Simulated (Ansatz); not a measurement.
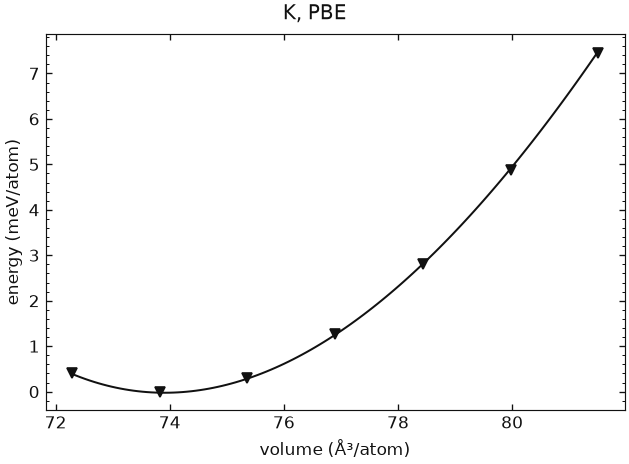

The picture above shows the energy against volume for K, space group P6_3/mmc (No. 194).

Structure:
```
K
1.0
     4.76240    0.00000    0.00000
    -2.38120    4.12436    0.00000
     0.00000    0.00000    7.82997
K
2
Direct
  0.66667 0.33333 0.75000
  0.33333 0.66667 0.25000
```

Computed with Ansatz 0.2.0: plane-wave DFT, no spin polarisation; energies at scaled volumes of the given cell, shape and fractions fixed, counted from the fit's minimum, third-order Birch-Murnaghan fit. Level: PBE.

k mesh 7×7×4; occupations Fermi–Dirac; smearing width 0.05 eV; potentials Ansatz PAW; wave cutoff 420 eV; density cutoff 1680 eV.

**Give the fitted equation-of-state parameters.**

A third-order Birch–Murnaghan fit gives V0 = 73.91 Å³/atom, B0 = 3.6 GPa and B′ = 3.8.

Keep in mind: shape and atomic fractions are frozen while scaling, which makes layered, chain and framework solids too stiff.

The computed values:

```tsv
volume (Å³/atom)	energy (meV/atom)
72.28	0.41
73.82	0.00
75.36	0.31
76.90	1.26
78.44	2.81
79.97	4.88
81.51	7.44
```
